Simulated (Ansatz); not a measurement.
Run report: Ga₂O, geometry relaxation (part 2 of 2)

Continued. System: Ga₂O (P-3m1, 6 atoms in the cell). Method: DFT PBE, scalar-relativistic, plane waves, PAW, no spin polarisation (Ansatz 0.2.0); cutoff 420 eV, 12×12×4 k-mesh, Fermi–Dirac smearing of 0.15 eV. It belongs to a series of runs on one base structure; here: cell and atoms relaxed tightly for response.

Geometry of the input (Å; fractional positions):
```
3.0596  0.0000  0.0000
-1.5298  2.6497  0.0000
0.0000  0.0000  13.1664
Ga 0.0000  0.0000  0.4042
Ga 0.0000  0.0000  0.5958
Ga 0.6667  0.3333  0.0946
Ga 0.3333  0.6667  0.9054
O  0.6667  0.3333  0.3454
O  0.3333  0.6667  0.6546
```

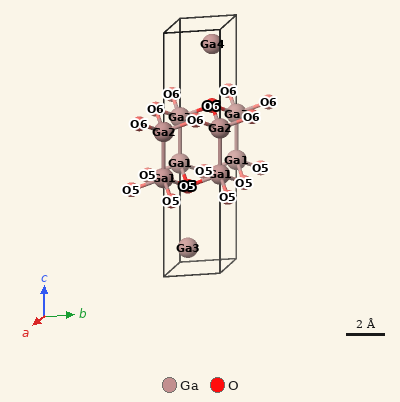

*The geometry at step 7 of the log (ball-and-stick view of the cell of the calculation, seen slightly off an axis; neighbours outside the cell are drawn fainter; atoms are numbered from 1 in the order of the input).*

### What the program printed, continued
```
relax step  14: F+E_penalty+E_count = -16267.24536826 eV  Δ(F+E_penalty+E_count) = +6.012e-5 eV  max|allowed force component| = 3.126e-2 eV/Å  Δτ_max = 0.0010 Å  P = +0.027 GPa  Ω = 108.294 Å³  energy of the carried Pulay correction = -3.269e-4 eV  (8 SCF iters, dr2 threshold 8.25e-11 eV, rejected (line search))
Crystal: 6 atoms, lattice volume = 108.301 Å³
preconditioner: auto → LDOS  [metal: Δε(μ)=0.092 eV  Ē_g=16.199 eV  σ=0.150 eV  W_gap=0.15  n_scr=28 (ndim 8)  ℏωp=28.5 eV  f_vac=0.114  D(μ)=1.18/eV (n_scr^D=4)  β→1.0]
SCF 15 converged in 9 iterations: F = -16267.245409 eV  dr2 = 2.91e-13
relax step  15: F+E_penalty+E_count = -16267.24540914 eV  Δ(F+E_penalty+E_count) = +1.924e-5 eV  max|allowed force component| = 1.826e-5 eV/Å  Δτ_max = 0.0002 Å  P = +0.000 GPa  Ω = 108.301 Å³  energy of the carried Pulay correction = -3.368e-4 eV  (9 SCF iters, accepted)
iter 1 solved again at ethr=9.41e-8 eV; its pass at ethr=3.10e-3 eV (dr2=6.02e-5 eV) is discarded
SCF iter   1: F=—  HF=-16267.245483 eV  |F-HF|=—  |Δ(HF+E_count)|=         —  Δρ=9.47e-5  dr2=2.26e-7  ethr=9.41e-8  ⟨swp⟩=3.3  Hψ=17448  notcnv=0
preconditioner: auto → LDOS  [metal: Δε(μ)=0.093 eV  Ē_g=16.199 eV  σ=0.150 eV  W_gap=0.15  n_scr=28 (ndim 8)  ℏωp=28.5 eV  f_vac=0.114  D(μ)=1.18/eV (n_scr^D=4)  β→1.0]
SCF iter   2: F=—  HF=-16267.245760 eV  |F-HF|=—  |Δ(HF+E_count)|=   2.77e-4  Δρ=7.67e-6  dr2=4.72e-8  ethr=3.53e-10  ⟨swp⟩=2.3  Hψ=5066  notcnv=0
SCF iter   3: F=—  HF=-16267.245760 eV  |F-HF|=—  |Δ(HF+E_count)|=   1.02e-8  Δρ=8.04e-6  dr2=7.06e-8  ethr=7.38e-11  ⟨swp⟩=2.0  Hψ=4996  notcnv=0
SCF iter   4: F=—  HF=-16267.245760 eV  |F-HF|=—  |Δ(HF+E_count)|=   1.04e-9  Δρ=1.78e-6  dr2=2.56e-9  ethr=7.38e-11  ⟨swp⟩=2.8  Hψ=4887  notcnv=0
SCF iter   5: F=—  HF=-16267.245760 eV  |F-HF|=—  |Δ(HF+E_count)|=   1.58e-9  Δρ=3.69e-7  dr2=1.36e-10  ethr=4.00e-12  ⟨swp⟩=2.0  Hψ=4832  notcnv=0
SCF iter   6: F=—  HF=-16267.245760 eV  |F-HF|=—  |Δ(HF+E_count)|=  2.11e-10  Δρ=8.43e-8  dr2=1.24e-11  ethr=1.00e-12  ⟨swp⟩=1.9  Hψ=2961  notcnv=0
SCF iter   7: F=-16267.245760 eV  HF=-16267.245760 eV  |F-HF|=1.82e-12  |Δ(HF+E_count)|=  5.46e-12  Δρ=2.74e-8  dr2=1.42e-12  ethr=1.00e-12  ⟨swp⟩=5.4  Hψ=12098  notcnv=0
SCF 16 converged in 7 iterations: F = -16267.245760 eV  dr2 = 1.42e-12
relax step  16: F+E_penalty+E_count = -16267.24575966 eV  Δ(F+E_penalty+E_count) = -3.505e-4 eV  max|allowed force component| = 2.978e-5 eV/Å  Δτ_max = 0.0000 Å  P = +0.001 GPa  Ω = 108.301 Å³  stress off target by 5.44e-3 GPa  SCF on the basis re-selected at this cell (its energy is not comparable with the rows above)  (7 SCF iters)
basis re-selected at this cell: Δ(F+E_penalty+E_count) = -3.505e-4 eV, ΔP = +0.001 GPa vs the last step (what re-selecting the basis moved, of the pressure what is left beyond the Pulay correction that the steps carried, after the strain that the cell walked since its last selection, with what the two solves' SCF thresholds leave and, on support functions, any second-order correction that the steps lacked; it is no measure of the basis error at this ecutwfc). This SCF's stress stands 5.44e-3 GPa from its target on what of the cell is left free (relax.cell.stress_tol is 1.00e-2 GPa) and its largest allowed force component is 2.98e-5 eV/Å (relax.f_tol is 1.00e-3 eV/Å): within both
SCF converged after 7 iterations
Free energy (F): -16267.245760 eV
Harris-Foulkes:  -16267.245760 eV  (|F-HF|=1.82e-12)
Internal energy: -16267.156980 eV  (E = F + TS)
E sigma→0 (E₀):  -16267.201370 eV
Entropy (-TS):   -0.088780 eV (-14.797 meV/atom)
Fermi energy:    7.360342 eV
--- Per-component energies (eV) ---
  E_band       = -319.371331
  E_kinetic    = 807.208119
  E_local      = -10041.245951  (includes V_loc(G=0)·N_el)
  E_nonlocal   = 1795.554081
  E_hartree    = 4624.771130
  E_xc         = -421.192631
  E_vxc        = -416.178387  (∫ρ·V_xc dr)
  E_paw        = -8270.168020  (= ΣΔE_a)
  E_vpaw       = -1714.255944  (= ΣTr[D̂ρ^β])
  E_aug_tail   = 0.004538  (compensation charges beyond the density's cutoff)
  E_ewald      = -4762.088245
  E_smearing   = -0.088780  (= −TS)
  E_closure    = -0.000000  (closes the sum)
  Σ components = -16267.245760   (vs F -16267.245760, Δ=0.00e0)
--- Forces (eV/Å), atoms counted from 1 ---
  atom   1  Ga    -0.00000000    -0.00000000    -0.00002978
  atom   2  Ga     0.00000000     0.00000000     0.00002978
  atom   3  Ga    -0.00000000    -0.00000000    -0.00001289
  atom   4  Ga     0.00000000     0.00000000     0.00001289
  atom   5  O     -0.00000000    -0.00000000     0.00002285
  atom   6  O      0.00000000     0.00000000    -0.00002285
  max |Σ_I F_I| component: 1.27e-17 eV/Å
--- Stress (GPa, compression-positive) ---
       -0.001190      -0.000000       0.000000
        0.000000      -0.001190       0.000000
        0.000000       0.000000       0.005443
  P = ⅓ Tr σ = 0.0010 GPa (0.010 kbar)
--- Band table (eV; the first three rows and the last of 69) ---
  k-point 0: bands = ["-13.5486", "-13.4889", "-8.4698", "-8.4698", "-8.4603", "-8.4603", "-8.3663", "-8.1997", "-8.1997", "-8.0805", "-8.0805", "-8.0217", "-7.5414", "-7.5154", "-7.4620", "-7.4620", "-7.4592", "-7.4592", "-7.3948", "-7.3948", "-7.3472", "-7.3472", "-2.2399", "-1.6071", "0.3501", "1.6569", "3.2713", "3.2713", "3.2974", "3.2974", "4.1608", "6.0060", "6.7592", "9.9424", "10.7422", "14.5216", "15.7223", "16.0564", "16.0564", "17.2655"]
  k-point 1: bands = ["-13.5486", "-13.4889", "-8.4698", "-8.4698", "-8.4603", "-8.4603", "-8.3663", "-8.1997", "-8.1997", "-8.0805", "-8.0805", "-8.0217", "-7.5414", "-7.5154", "-7.4620", "-7.4620", "-7.4592", "-7.4592", "-7.3948", "-7.3948", "-7.3472", "-7.3472", "-2.2349", "-1.6195", "0.3899", "1.5914", "3.2711", "3.2711", "3.2971", "3.2971", "4.2947", "5.7136", "7.0035", "9.7242", "10.9688", "14.2137", "16.0563", "16.0563", "16.1395", "17.2659"]
  k-point 2: bands = ["-13.5486", "-13.4889", "-8.4698", "-8.4698", "-8.4603", "-8.4603", "-8.3663", "-8.1997", "-8.1997", "-8.0805", "-8.0805", "-8.0217", "-7.5415", "-7.5154", "-7.4620", "-7.4620", "-7.4592", "-7.4592", "-7.3948", "-7.3948", "-7.3472", "-7.3472", "-2.2297", "-1.6317", "0.4331", "1.5248", "3.2710", "3.2710", "3.2968", "3.2968", "4.4632", "5.4510", "7.1882", "9.5508", "11.1516", "13.9777", "16.0562", "16.0562", "16.5347", "17.2663"]
  k-point 68: bands = ["-12.8673", "-12.8673", "-8.3748", "-8.3748", "-8.3236", "-8.2105", "-8.2105", "-8.1766", "-8.1766", "-7.9693", "-7.5134", "-7.5064", "-7.5064", "-7.4898", "-7.4898", "-7.4053", "-7.4053", "-7.4021", "-7.3925", "-7.3754", "-7.3503", "-7.3503", "-1.1180", "-0.6137", "0.3648", "0.3648", "2.7108", "2.7108", "4.4464", "4.4464", "5.1264", "6.2366", "7.6126", "7.6126", "8.4680", "9.4686", "9.4686", "11.7430", "12.0978", "12.0978"]
--- Relaxed structure (13 steps of the walk, 10 accepted, 3 SCFs on fresh bases) ---
  F+E_penalty+E_count = -16267.24575966 eV   max|allowed force component| = 2.978e-5 eV/Å   (the final SCF, on the basis selected at the relaxed cell)
  cell:  # Å, volume = 108.3012 Å³
    - [3.0552007146248568, -2.8826471882630284e-11, 2.7391554603933757e-18]
    - [-1.5276003572874641, 2.6458814325399103, -1.581452142420264e-18]
    - [1.1787595903441286e-17, -1.052825601171937e-18, 13.39748682003244]
  atoms:
    - { symbol: Ga, position: [3.945265476009901e-19, -4.290126234168781e-20, 0.40594399322009156] }
    - { symbol: Ga, position: [-3.945265476009897e-19, 4.290126234169075e-20, 0.5940560067799084] }
    - { symbol: Ga, position: [0.6666666666666667, 0.3333333333333333, 0.0937134107104197] }
    - { symbol: Ga, position: [0.3333333333333333, 0.6666666666666666, 0.9062865892895804] }
    - { symbol: O, position: [0.6666666666666667, 0.3333333333333333, 0.34812755158567993] }
    - { symbol: O, position: [0.3333333333333333, 0.6666666666666666, 0.65187244841432] }
```

### Trajectory as extended XYZ (Å, eV, eV/Å), 16 frames, from step=1 to step=16
```
6
Lattice="3.0596 0.0000 0.0000 -1.5298 2.6497 0.0000 0.0000 0.0000 13.1664" Properties=species:S:1:pos:R:3:forces:R:3 step=1 energy=-16267.24473 pressure_GPa=-0.02
Ga    0.0000    0.0000    5.3219    0.0000   0.0000   0.0047
Ga    0.0000    0.0000    7.8445    0.0000   0.0000  -0.0047
Ga    1.5298    0.8832    1.2454    0.0000   0.0000   0.0186
Ga    0.0000    1.7664   11.9210    0.0000   0.0000  -0.0186
O     1.5298    0.8832    4.5478    0.0000   0.0000   0.0056
O     0.0000    1.7664    8.6186    0.0000   0.0000  -0.0056
6
Lattice="3.0583 0.0000 0.0000 -1.5291 2.6485 0.0000 0.0000 0.0000 13.1990" Properties=species:S:1:pos:R:3:forces:R:3 step=2 energy=-16267.24478 pressure_GPa=-0.02
Ga    0.0000    0.0000    5.3390    0.0000   0.0000  -0.0067
Ga    0.0000    0.0000    7.8600    0.0000   0.0000   0.0067
Ga    1.5291    0.8828    1.2516    0.0000   0.0000   0.0042
Ga    0.0000    1.7657   11.9474    0.0000   0.0000  -0.0042
O     1.5291    0.8828    4.5640    0.0000   0.0000   0.0084
O     0.0000    1.7657    8.6350    0.0000   0.0000  -0.0084
6
Lattice="3.0556 0.0000 0.0000 -1.5278 2.6462 0.0000 0.0000 0.0000 13.2687" Properties=species:S:1:pos:R:3:forces:R:3 step=3 energy=-16267.24436 pressure_GPa=0.05
Ga    0.0000    0.0000    5.3738    0.0000   0.0000   0.0103
Ga    0.0000    0.0000    7.8949    0.0000   0.0000  -0.0103
Ga    1.5278    0.8821    1.2559    0.0000   0.0000  -0.0040
Ga    0.0000    1.7642   12.0128    0.0000   0.0000   0.0040
O     1.5278    0.8821    4.5993    0.0000   0.0000  -0.0074
O     0.0000    1.7642    8.6694    0.0000   0.0000   0.0074
6
Lattice="3.0567 0.0000 0.0000 -1.5284 2.6472 0.0000 0.0000 0.0000 13.3163" Properties=species:S:1:pos:R:3:forces:R:3 step=4 energy=-16267.24356 pressure_GPa=-0.08 accepted=F
Ga    0.0000    0.0000    5.3982    0.0000   0.0000  -0.0199
Ga    0.0000    0.0000    7.9181    0.0000   0.0000   0.0199
Ga    1.5284    0.8824    1.2565    0.0000   0.0000  -0.0046
Ga    0.0000    1.7648   12.0598    0.0000   0.0000   0.0046
O     1.5284    0.8824    4.6224    0.0000   0.0000   0.0160
O     0.0000    1.7648    8.6939    0.0000   0.0000  -0.0160
6
Lattice="3.0562 0.0000 0.0000 -1.5281 2.6467 0.0000 0.0000 0.0000 13.2913" Properties=species:S:1:pos:R:3:forces:R:3 step=5 energy=-16267.24402 pressure_GPa=0.00
Ga    0.0000    0.0000    5.3854    0.0000   0.0000   0.0000
Ga    0.0000    0.0000    7.9059    0.0000   0.0000   0.0000
Ga    1.5281    0.8822    1.2546    0.0000   0.0000  -0.0002
Ga    0.0000    1.7645   12.0367    0.0000   0.0000   0.0002
O     1.5281    0.8822    4.6107    0.0000   0.0000  -0.0001
O     0.0000    1.7645    8.6806    0.0000   0.0000   0.0001
6
Lattice="3.0561 0.0000 0.0000 -1.5280 2.6466 0.0000 0.0000 0.0000 13.3012" Properties=species:S:1:pos:R:3:forces:R:3 step=6 energy=-16267.24390 pressure_GPa=-0.00
Ga    0.0000    0.0000    5.3903    0.0000   0.0000   0.0002
Ga    0.0000    0.0000    7.9109    0.0000   0.0000  -0.0002
Ga    1.5280    0.8822    1.2546    0.0000   0.0000   0.0000
Ga    0.0000    1.7644   12.0466    0.0000   0.0000   0.0000
O     1.5280    0.8822    4.6156    0.0000   0.0000   0.0000
O     0.0000    1.7644    8.6856    0.0000   0.0000   0.0000
6
Lattice="3.0561 0.0000 0.0000 -1.5280 2.6466 0.0000 0.0000 0.0000 13.3012" Properties=species:S:1:pos:R:3:forces:R:3 step=7 energy=-16267.24558 pressure_GPa=0.02
Ga    0.0000    0.0000    5.3903    0.0000   0.0000   0.0001
Ga    0.0000    0.0000    7.9109    0.0000   0.0000  -0.0001
Ga    1.5280    0.8822    1.2546    0.0000   0.0000   0.0000
Ga    0.0000    1.7644   12.0466    0.0000   0.0000   0.0000
O     1.5280    0.8822    4.6156    0.0000   0.0000   0.0001
O     0.0000    1.7644    8.6856    0.0000   0.0000  -0.0001
6
Lattice="3.0554 0.0000 0.0000 -1.5277 2.6461 0.0000 0.0000 0.0000 13.3601" Properties=species:S:1:pos:R:3:forces:R:3 step=8 energy=-16267.24490 pressure_GPa=0.01
Ga    0.0000    0.0000    5.4200    0.0000   0.0000  -0.0004
Ga    0.0000    0.0000    7.9401    0.0000   0.0000   0.0004
Ga    1.5277    0.8820    1.2552    0.0000   0.0000   0.0000
Ga    0.0000    1.7640   12.1049    0.0000   0.0000   0.0000
O     1.5277    0.8820    4.6454    0.0000   0.0000  -0.0010
O     0.0000    1.7640    8.7147    0.0000   0.0000   0.0010
6
Lattice="3.0554 0.0000 0.0000 -1.5277 2.6461 0.0000 0.0000 0.0000 13.3652" Properties=species:S:1:pos:R:3:forces:R:3 step=9 energy=-16267.24482 pressure_GPa=-0.01 accepted=F
Ga    0.0000    0.0000    5.4219    0.0000   0.0000   0.0058
Ga    0.0000    0.0000    7.9434    0.0000   0.0000  -0.0058
Ga    1.5277    0.8820    1.2555    0.0000   0.0000  -0.0005
Ga    0.0000    1.7640   12.1098    0.0000   0.0000   0.0005
O     1.5277    0.8820    4.6471    0.0000   0.0000   0.0009
O     0.0000    1.7640    8.7181    0.0000   0.0000  -0.0009
6
Lattice="3.0555 0.0000 0.0000 -1.5278 2.6462 0.0000 0.0000 0.0000 13.3626" Properties=species:S:1:pos:R:3:forces:R:3 step=10 energy=-16267.24485 pressure_GPa=0.00
Ga    0.0000    0.0000    5.4211    0.0000   0.0000  -0.0005
Ga    0.0000    0.0000    7.9415    0.0000   0.0000   0.0005
Ga    1.5278    0.8821    1.2553    0.0000   0.0000  -0.0001
Ga    0.0000    1.7641   12.1073    0.0000   0.0000   0.0001
O     1.5278    0.8821    4.6464    0.0000   0.0000   0.0007
O     0.0000    1.7641    8.7162    0.0000   0.0000  -0.0007
6
Lattice="3.0554 0.0000 0.0000 -1.5277 2.6461 0.0000 0.0000 0.0000 13.3723" Properties=species:S:1:pos:R:3:forces:R:3 step=11 energy=-16267.24472 pressure_GPa=0.00
Ga    0.0000    0.0000    5.4260    0.0000   0.0000   0.0007
Ga    0.0000    0.0000    7.9463    0.0000   0.0000  -0.0007
Ga    1.5277    0.8820    1.2553    0.0000   0.0000   0.0001
Ga    0.0000    1.7640   12.1171    0.0000   0.0000  -0.0001
O     1.5277    0.8820    4.6514    0.0000   0.0000  -0.0004
O     0.0000    1.7640    8.7209    0.0000   0.0000   0.0004
6
Lattice="3.0554 0.0000 0.0000 -1.5277 2.6461 0.0000 0.0000 0.0000 13.3723" Properties=species:S:1:pos:R:3:forces:R:3 step=12 energy=-16267.24573 pressure_GPa=0.01
Ga    0.0000    0.0000    5.4260    0.0000   0.0000   0.0006
Ga    0.0000    0.0000    7.9463    0.0000   0.0000  -0.0006
Ga    1.5277    0.8820    1.2553    0.0000   0.0000   0.0000
Ga    0.0000    1.7640   12.1171    0.0000   0.0000   0.0000
O     1.5277    0.8820    4.6514    0.0000   0.0000  -0.0003
O     0.0000    1.7640    8.7209    0.0000   0.0000   0.0003
6
Lattice="3.0552 0.0000 0.0000 -1.5276 2.6459 0.0000 0.0000 0.0000 13.3958" Properties=species:S:1:pos:R:3:forces:R:3 step=13 energy=-16267.24543 pressure_GPa=0.00
Ga    0.0000    0.0000    5.4379    0.0000   0.0000  -0.0011
Ga    0.0000    0.0000    7.9579    0.0000   0.0000   0.0011
Ga    1.5276    0.8820    1.2554    0.0000   0.0000   0.0002
Ga    0.0000    1.7639   12.1404    0.0000   0.0000  -0.0002
O     1.5276    0.8820    4.6632    0.0000   0.0000   0.0003
O     0.0000    1.7639    8.7325    0.0000   0.0000  -0.0003
6
Lattice="3.0547 0.0000 0.0000 -1.5274 2.6455 0.0000 0.0000 0.0000 13.4006" Properties=species:S:1:pos:R:3:forces:R:3 step=14 energy=-16267.24537 pressure_GPa=0.03 accepted=F
Ga    0.0000    0.0000    5.4388    0.0000   0.0000   0.0313
Ga    0.0000    0.0000    7.9619    0.0000   0.0000  -0.0313
Ga    1.5274    0.8818    1.2569    0.0000   0.0000  -0.0035
Ga    0.0000    1.7637   12.1437    0.0000   0.0000   0.0035
O     1.5274    0.8818    4.6653    0.0000   0.0000  -0.0148
O     0.0000    1.7637    8.7354    0.0000   0.0000   0.0148
6
Lattice="3.0552 0.0000 0.0000 -1.5276 2.6459 0.0000 0.0000 0.0000 13.3975" Properties=species:S:1:pos:R:3:forces:R:3 step=15 energy=-16267.24541 pressure_GPa=0.00
Ga    0.0000    0.0000    5.4386    0.0000   0.0000   0.0000
Ga    0.0000    0.0000    7.9589    0.0000   0.0000   0.0000
Ga    1.5276    0.8820    1.2555    0.0000   0.0000   0.0000
Ga    0.0000    1.7639   12.1420    0.0000   0.0000   0.0000
O     1.5276    0.8820    4.6640    0.0000   0.0000   0.0000
O     0.0000    1.7639    8.7335    0.0000   0.0000   0.0000
6
Lattice="3.0552 0.0000 0.0000 -1.5276 2.6459 0.0000 0.0000 0.0000 13.3975" Properties=species:S:1:pos:R:3:forces:R:3 step=16 energy=-16267.24576 pressure_GPa=0.00
Ga    0.0000    0.0000    5.4386    0.0000   0.0000   0.0000
Ga    0.0000    0.0000    7.9589    0.0000   0.0000   0.0000
Ga    1.5276    0.8820    1.2555    0.0000   0.0000   0.0000
Ga    0.0000    1.7639   12.1420    0.0000   0.0000   0.0000
O     1.5276    0.8820    4.6640    0.0000   0.0000   0.0000
O     0.0000    1.7639    8.7335    0.0000   0.0000   0.0000
```

### Summary

| quantity | value |
| --- | --- |
| outcome | converged |
| space group (tolerance 0.01 Å) | P-3m1 (164) |
| electrons treated | 64 |
| free energy | −16267.2458 eV |
| Fermi energy | 7.360 eV |
| gap on the k-point mesh | none (metallic) |
| pressure | 0.00 GPa |
| final volume | 108.30 Å³ |
| largest force (length of the vector) at the end | under 0.001 eV/Å |
| final cell | a = 3.055 Å, b = 3.055 Å, c = 13.397 Å, α = 90.00°, β = 90.00°, γ = 120.00° |
| hardware | 2 threads of Intel Xeon (Granite Rapids), 176 GiB of memory available, shared host |
| wall time | 1.9 min (CPU time 3.6 min) |
| peak memory | 0.58 GiB |

### Notes

Results for this metal are sensitive to the k-point mesh.
